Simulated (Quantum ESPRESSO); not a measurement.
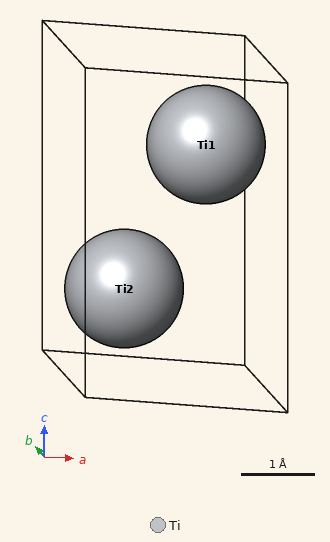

The input geometry (spheres-only view of the cell of the calculation, seen slightly off an axis; atoms are numbered from 1 in the order of the input). An atom can appear more than once, as a periodic image.

# Relaxation of cell and atoms, with input and output: Ti (part 1 of 3)

- system: Ti (P6₃/mmc, 2 atoms in the cell)
- method: Kohn-Sham DFT of a periodic cell, PBEsol with D3, PseudoDojo 0.4.1 SR PBE standard, no spin polarisation (Quantum ESPRESSO 7.5)

The structure derives from an entry of the Crystallography Open Database.

## Input
```
&CONTROL
  calculation = 'vc-relax'
  prefix = 'pwscf'
  outdir = './tmp'
  pseudo_dir = './pseudo'
  tprnfor = .true.
  tstress = .true.
  disk_io = 'low'
  nstep = 40
  forc_conv_thr = 0.0004
  etot_conv_thr = 1d-05
/
&SYSTEM
  ibrav = 0
  A = 2.95
  nat = 2
  ntyp = 1
  ecutwfc = 84
  nbnd = 19
  input_dft = 'pbesol'
  occupations = 'smearing'
  smearing = 'fd'
  degauss = 0.00367493
  vdw_corr = 'grimme-d3'
  dftd3_version = 3
/
&ELECTRONS
  conv_thr = 4d-10
  electron_maxstep = 120
  mixing_beta = 0.5
/
&IONS
  ion_dynamics = 'bfgs'
/
&CELL
  cell_dynamics = 'bfgs'
  press = 0
  press_conv_thr = 0.3
/
ATOMIC_SPECIES
Ti    47.8670 Ti.upf
CELL_PARAMETERS alat
   1.0000000000    0.0000000000    0.0000000000
  -0.5000000000    0.8660254038    0.0000000000
   0.0000000000    0.0000000000    1.5864406780
ATOMIC_POSITIONS alat
Ti     0.5000000000    0.2886751346    1.1898305085
Ti     0.0000000000    0.5773502692    0.3966101695
K_POINTS automatic
10 10 6 0 0 0
```

Run on 1 thread of Arm Neoverse V1, 24 GiB of memory available, shared host.

Launch command:
```bash
OMP_NUM_THREADS=1 pw.x -in pw.in > pw.out
```

## Output
```
This program is part of the open-source Quantum ESPRESSO suite
     for quantum simulation of materials; please cite
         "P. Giannozzi et al., J. Phys.:Condens. Matter 21 395502 (2009);
         "P. Giannozzi et al., J. Phys.:Condens. Matter 29 465901 (2017);
         "P. Giannozzi et al., J. Chem. Phys. 152 154105 (2020);
          URL
     in publications or presentations arising from this work. More details at

     IMPORTANT: XC functional enforced from input :
     Exchange-correlation= PBESOL
                           (   1   4  10   8   0   0   0)
     Any further DFT definition will be discarded
     Please, verify this is what you really want

     Message from routine setup:
     using ibrav=0 with symmetry is DISCOURAGED, use correct ibrav instead

     G-vector sticks info
     --------------------
     sticks:   dense  smooth     PW     G-vecs:    dense   smooth      PW
     Sum         721     721    211                24711    24711    3981

     Using Slab Decomposition

     bravais-lattice index     =            0
     lattice parameter (alat)  =       5.5747  a.u.
     unit-cell volume          =     238.0220 (a.u.)^3
     number of atoms/cell      =            2
     number of atomic types    =            1
     number of electrons       =        24.00
     number of Kohn-Sham states=           19
     kinetic-energy cutoff     =      84.0000  Ry
     charge density cutoff     =     336.0000  Ry
     scf convergence threshold =      4.0E-10
     mixing beta               =       0.5000
     number of iterations used =            8  plain     mixing
     energy convergence thresh.=      1.0E-05
     force convergence thresh. =      4.0E-04
     press convergence thresh. =      3.0E-01
     Exchange-correlation= PBESOL
                           (   1   4  10   8   0   0   0)
     nstep                     =           40

     celldm(1)=   5.574692  celldm(2)=   0.000000  celldm(3)=   0.000000
     celldm(4)=   0.000000  celldm(5)=   0.000000  celldm(6)=   0.000000

     crystal axes: (cart. coord. in units of alat)
               a(1) = (   1.000000   0.000000   0.000000 )
               a(2) = (  -0.500000   0.866025   0.000000 )
               a(3) = (   0.000000   0.000000   1.586441 )

     reciprocal axes: (cart. coord. in units 2 pi/alat)
               b(1) = (  1.000000  0.577350 -0.000000 )
               b(2) = (  0.000000  1.154701  0.000000 )
               b(3) = (  0.000000 -0.000000  0.630342 )

     PseudoPot. # 1 for Ti read from file:
     Ti.upf
     Pseudo is Norm-conserving + core correction, Zval = 12.0
     Generated using ONCVPSP code by D. R. Hamann
     Using radial grid of 1586 points,  6 beta functions with:
                l(1) =   0
                l(2) =   0
                l(3) =   1
                l(4) =   1
                l(5) =   2
                l(6) =   2

     atomic species   valence    mass     pseudopotential
     Ti               12.00    47.86700     Ti( 1.00)

     24 Sym. Ops., with inversion, found (12 have fractional translation)

   Cartesian axes

     site n.     atom                  positions (alat units)
         1        Ti     tau(   1) = (   0.5000000   0.2886751   1.1898305  )
         2        Ti     tau(   2) = (   0.0000000   0.5773503   0.3966102  )

     --------------------------------------------
     DFT-D3 Dispersion Correction (3-body terms):
     --------------------------------------------
       Reference C6 values for interpolation:

         atom   Coordination number   C6
         Ti         0.000          2723.84
         Ti         1.830           604.00
         Ti         3.868           643.18

       Values used:

         atom   Coordination number  R0_AB[au]  C6      C8
         Ti        10.613            3.557    643.18  76289.64
         Ti        10.613            3.557    643.18  76289.64

         Molecular C6 ( Ry / a.u.^6 ) =      2572.71

     number of k points=    56  Fermi-Dirac smearing, width (Ry)=  0.0037
                       cart. coord. in units 2pi/alat
        k(    1) = (   0.0000000   0.0000000   0.0000000), wk =   0.0033333
        k(    2) = (   0.0000000   0.0000000   0.1050570), wk =   0.0066667
        k(    3) = (   0.0000000   0.0000000   0.2101140), wk =   0.0066667
        k(    4) = (   0.0000000   0.0000000  -0.3151709), wk =   0.0033333
        k(    5) = (   0.0000000   0.1154701   0.0000000), wk =   0.0200000
        k(    6) = (   0.0000000   0.1154701   0.1050570), wk =   0.0400000
        k(    7) = (   0.0000000   0.1154701   0.2101140), wk =   0.0400000
        k(    8) = (   0.0000000   0.1154701  -0.3151709), wk =   0.0200000
        k(    9) = (   0.0000000   0.2309401   0.0000000), wk =   0.0200000
        k(   10) = (   0.0000000   0.2309401   0.1050570), wk =   0.0400000
        k(   11) = (   0.0000000   0.2309401   0.2101140), wk =   0.0400000
        k(   12) = (   0.0000000   0.2309401  -0.3151709), wk =   0.0200000
        k(   13) = (   0.0000000   0.3464102   0.0000000), wk =   0.0200000
        k(   14) = (   0.0000000   0.3464102   0.1050570), wk =   0.0400000
        k(   15) = (   0.0000000   0.3464102   0.2101140), wk =   0.0400000
        k(   16) = (   0.0000000   0.3464102  -0.3151709), wk =   0.0200000
        k(   17) = (   0.0000000   0.4618802   0.0000000), wk =   0.0200000
        k(   18) = (   0.0000000   0.4618802   0.1050570), wk =   0.0400000
        k(   19) = (   0.0000000   0.4618802   0.2101140), wk =   0.0400000
        k(   20) = (   0.0000000   0.4618802  -0.3151709), wk =   0.0200000
        k(   21) = (   0.0000000  -0.5773503   0.0000000), wk =   0.0100000
        k(   22) = (   0.0000000  -0.5773503   0.1050570), wk =   0.0200000
        k(   23) = (   0.0000000  -0.5773503   0.2101140), wk =   0.0200000
        k(   24) = (   0.0000000  -0.5773503  -0.3151709), wk =   0.0100000
        k(   25) = (   0.1000000   0.1732051   0.0000000), wk =   0.0200000
        k(   26) = (   0.1000000   0.1732051   0.1050570), wk =   0.0400000
        k(   27) = (   0.1000000   0.1732051   0.2101140), wk =   0.0400000
        k(   28) = (   0.1000000   0.1732051  -0.3151709), wk =   0.0200000
        k(   29) = (   0.1000000   0.2886751   0.0000000), wk =   0.0400000
        k(   30) = (   0.1000000   0.2886751   0.1050570), wk =   0.0800000
        k(   31) = (   0.1000000   0.2886751   0.2101140), wk =   0.0800000
        k(   32) = (   0.1000000   0.2886751  -0.3151709), wk =   0.0400000
        k(   33) = (   0.1000000   0.4041452   0.0000000), wk =   0.0400000
        k(   34) = (   0.1000000   0.4041452   0.1050570), wk =   0.0800000
        k(   35) = (   0.1000000   0.4041452   0.2101140), wk =   0.0800000
        k(   36) = (   0.1000000   0.4041452  -0.3151709), wk =   0.0400000
        k(   37) = (   0.1000000   0.5196152   0.0000000), wk =   0.0400000
        k(   38) = (   0.1000000   0.5196152   0.1050570), wk =   0.0800000
        k(   39) = (   0.1000000   0.5196152   0.2101140), wk =   0.0800000
        k(   40) = (   0.1000000   0.5196152  -0.3151709), wk =   0.0400000
        k(   41) = (   0.2000000   0.3464102   0.0000000), wk =   0.0200000
        k(   42) = (   0.2000000   0.3464102   0.1050570), wk =   0.0400000
        k(   43) = (   0.2000000   0.3464102   0.2101140), wk =   0.0400000
        k(   44) = (   0.2000000   0.3464102  -0.3151709), wk =   0.0200000
        k(   45) = (   0.2000000   0.4618802   0.0000000), wk =   0.0400000
        k(   46) = (   0.2000000   0.4618802   0.1050570), wk =   0.0800000
        k(   47) = (   0.2000000   0.4618802   0.2101140), wk =   0.0800000
        k(   48) = (   0.2000000   0.4618802  -0.3151709), wk =   0.0400000
        k(   49) = (   0.2000000   0.5773503   0.0000000), wk =   0.0200000
        k(   50) = (   0.2000000   0.5773503   0.1050570), wk =   0.0400000
        k(   51) = (   0.2000000   0.5773503   0.2101140), wk =   0.0400000
        k(   52) = (   0.2000000   0.5773503  -0.3151709), wk =   0.0200000
        k(   53) = (   0.3000000   0.5196152   0.0000000), wk =   0.0200000
        k(   54) = (   0.3000000   0.5196152   0.1050570), wk =   0.0400000
        k(   55) = (   0.3000000   0.5196152   0.2101140), wk =   0.0400000
        k(   56) = (   0.3000000   0.5196152  -0.3151709), wk =   0.0200000

     Dense  grid:    24711 G-vectors     FFT dimensions: (  36,  36,  54)

     Initial potential from superposition of free atoms

     starting charge      23.9968, renormalised to      24.0000
     Starting wfcs are   20 randomized atomic wfcs

     Self-consistent Calculation

     iteration #  1     ecut=    84.00 Ry     beta= 0.50
     Davidson diagonalization with overlap
     ethr =  1.00E-02,  avg # of iterations =  3.0

     Threshold (ethr) on eigenvalues was too large:
     Diagonalizing with lowered threshold

     Davidson diagonalization with overlap
     ethr =  3.00E-04,  avg # of iterations =  3.6

     total energy              =    -237.07249941 Ry
     estimated scf accuracy    <       0.11211649 Ry

     iteration #  2     ecut=    84.00 Ry     beta= 0.50
     Davidson diagonalization with overlap
     ethr =  4.67E-04,  avg # of iterations =  2.1

     total energy              =    -237.09818040 Ry
     estimated scf accuracy    <       0.00270689 Ry

     iteration #  3     ecut=    84.00 Ry     beta= 0.50
     Davidson diagonalization with overlap
     ethr =  1.13E-05,  avg # of iterations =  4.3

     total energy              =    -237.09859017 Ry
     estimated scf accuracy    <       0.00064344 Ry

     iteration #  4     ecut=    84.00 Ry     beta= 0.50
     Davidson diagonalization with overlap
     ethr =  2.68E-06,  avg # of iterations =  3.3

     total energy              =    -237.09864427 Ry
     estimated scf accuracy    <       0.00031635 Ry

     iteration #  5     ecut=    84.00 Ry     beta= 0.50
     Davidson diagonalization with overlap
     ethr =  1.32E-06,  avg # of iterations =  2.8

     total energy              =    -237.09874315 Ry
     estimated scf accuracy    <       0.00006327 Ry

     iteration #  6     ecut=    84.00 Ry     beta= 0.50
     Davidson diagonalization with overlap
     ethr =  2.64E-07,  avg # of iterations =  2.0

     total energy              =    -237.09875507 Ry
     estimated scf accuracy    <       0.00000011 Ry

     iteration #  7     ecut=    84.00 Ry     beta= 0.50
     Davidson diagonalization with overlap
     ethr =  4.71E-10,  avg # of iterations =  6.1

     total energy              =    -237.09875552 Ry
     estimated scf accuracy    <       0.00000051 Ry

     iteration #  8     ecut=    84.00 Ry     beta= 0.50
     Davidson diagonalization with overlap
     ethr =  4.71E-10,  avg # of iterations =  2.9

     total energy              =    -237.09875555 Ry
     estimated scf accuracy    <       0.00000004 Ry

     iteration #  9     ecut=    84.00 Ry     beta= 0.50
     Davidson diagonalization with overlap
     ethr =  1.80E-10,  avg # of iterations =  3.1

     End of self-consistent calculation

          k = 0.0000 0.0000 0.0000 (  3067 PWs)   bands (ev):

   -43.6684 -43.5375 -20.2889 -19.6643 -19.6643 -19.6035 -19.5669 -19.5669
     6.8812  10.4048  13.7694  13.8605  13.8605  13.9676  14.3531  14.3531
    14.7018  14.7018  16.2225

          k = 0.0000 0.0000 0.1051 (  3074 PWs)   bands (ev):

   -43.6598 -43.5464 -20.2446 -19.6578 -19.6578 -19.6512 -19.5735 -19.5735
     7.1112  10.2638  13.4332  13.7667  13.7667  13.8410  14.2327  14.2327
    14.9430  14.9430  16.2303

          k = 0.0000 0.0000 0.2101 (  3110 PWs)   bands (ev):

   -43.6360 -43.5706 -20.1226 -19.7801 -19.6401 -19.6401 -19.5914 -19.5914
     7.7648   9.6861  13.0616  13.5178  13.6908  13.6908  13.9805  13.9805
    15.4176  15.4176  16.1515

          k = 0.0000 0.0000-0.3152 (  3122 PWs)   bands (ev):

   -43.6034 -43.6034 -19.9531 -19.9531 -19.6157 -19.6157 -19.6157 -19.6157
     8.7164   8.7164  13.1655  13.1655  13.7670  13.7670  13.7670  13.7670
    15.8696  15.8696  15.8696

          k = 0.0000 0.1155 0.0000 (  3080 PWs)   bands (ev):

   -43.6591 -43.5338 -20.2678 -19.7075 -19.6787 -19.6125 -19.6118 -19.5727
     7.1572  10.6220  13.3078  13.4499  14.0564  14.1854  14.3045  14.5273
    14.5426  14.5528  16.3002

          k = 0.0000 0.1155 0.1051 (  3077 PWs)   bands (ev):

   -43.6508 -43.5423 -20.2272 -19.6998 -19.6752 -19.6716 -19.6003 -19.5798
     7.3807  10.4908  13.0124  13.4558  13.9245  13.9308  14.2088  14.3840
    14.8628  14.9002  16.2883

          k = 0.0000 0.1155 0.2101 (  3081 PWs)   bands (ev):

   -43.6280 -43.5654 -20.1153 -19.7999 -19.6764 -19.6523 -19.6170 -19.5993
     8.0172   9.9144  12.7730  13.4488  13.5324  13.8360  13.9983  14.1326
    15.3673  15.4220  16.1671

          k = 0.0000 0.1155-0.3152 (  3092 PWs)   bands (ev):

   -43.5968 -43.5968 -19.9597 -19.9597 -19.6461 -19.6461 -19.6259 -19.6259
     8.9495   8.9495  12.9989  12.9989  13.7167  13.7167  13.9157  13.9157
    15.8460  15.8461  15.9390

          k = 0.0000 0.2309 0.0000 (  3094 PWs)   bands (ev):

   -43.6337 -43.5248 -20.2088 -19.8216 -19.7260 -19.7147 -19.6397 -19.5892
     7.9344  11.1337  12.5102  12.8932  13.8876  14.2244  14.2687  14.6090
    14.7497  15.0103  16.4443

          k = 0.0000 0.2309 0.1051 (  3088 PWs)   bands (ev):

   -43.6265 -43.5322 -20.1809 -19.8097 -19.7667 -19.7064 -19.6404 -19.5976
     8.1346  11.0404  12.3151  12.9475  13.7635  14.1079  14.1478  14.7355
    15.0003  15.0291  16.3934

          k = 0.0000 0.2309 0.2101 (  3089 PWs)   bands (ev):

   -43.6067 -43.5522 -20.1032 -19.8744 -19.7606 -19.6835 -19.6628 -19.6208
     8.7060  10.4707  12.3094  13.0498  13.3938  13.8903  14.1420  14.5469
    15.3684  15.5260  16.1964

          k = 0.0000 0.2309-0.3152 (  3074 PWs)   bands (ev):

   -43.5795 -43.5795 -19.9927 -19.9927 -19.7087 -19.7087 -19.6522 -19.6522
     9.5531   9.5531  12.6951  12.6951  13.5445  13.5445  14.2909  14.2909
    15.8297  15.8297  16.1424

          k = 0.0000 0.3464 0.0000 (  3092 PWs)   bands (ev):

   -43.6002 -43.5158 -20.1246 -19.9641 -19.8611 -19.7572 -19.6845 -19.6112
     9.0451  11.4155  11.8344  12.5297  13.7998  13.8884  13.9797  15.3964
    15.4248  15.6783  16.5570

          k = 0.0000 0.3464 0.1051 (  3097 PWs)   bands (ev):

   -43.5945 -43.5214 -20.1304 -19.9364 -19.8874 -19.7475 -19.6803 -19.6211
     9.1878  11.3546  11.7962  12.5989  13.5739  13.9821  14.0587  15.4097
    15.5029  15.5873  16.4789

          k = 0.0000 0.3464 0.2101 (  3095 PWs)   bands (ev):

   -43.5791 -43.5369 -20.1186 -19.9923 -19.8288 -19.7210 -19.6951 -19.6480
     9.5946  10.8707  12.0496  12.6978  13.3691  13.8875  14.2508  15.1028
    15.7161  15.8015  16.2688

          k = 0.0000 0.3464-0.3152 (  3092 PWs)   bands (ev):

   -43.5581 -43.5581 -20.0695 -20.0695 -19.7480 -19.7480 -19.6846 -19.6846
    10.1986  10.1986  12.4664  12.4664  13.5364  13.5364  14.6527  14.6527
    15.9877  15.9877  16.4053

          k = 0.0000 0.4619 0.0000 (  3112 PWs)   bands (ev):

   -43.5693 -43.5120 -20.0801 -20.0373 -19.9664 -19.7904 -19.7397 -19.6299
    10.1460  11.2013  11.4007  12.4283  13.6503  13.7641  14.0853  16.1350
    16.3321  16.4093  16.6178

          k = 0.0000 0.4619 0.1051 (  3114 PWs)   bands (ev):

   -43.5655 -43.5158 -20.1390 -20.0169 -19.9418 -19.7798 -19.7248 -19.6408
    10.1485  11.1201  11.6162  12.3540  13.7878  13.8577  14.0873  16.0942
    16.1661  16.3310  16.5656
```
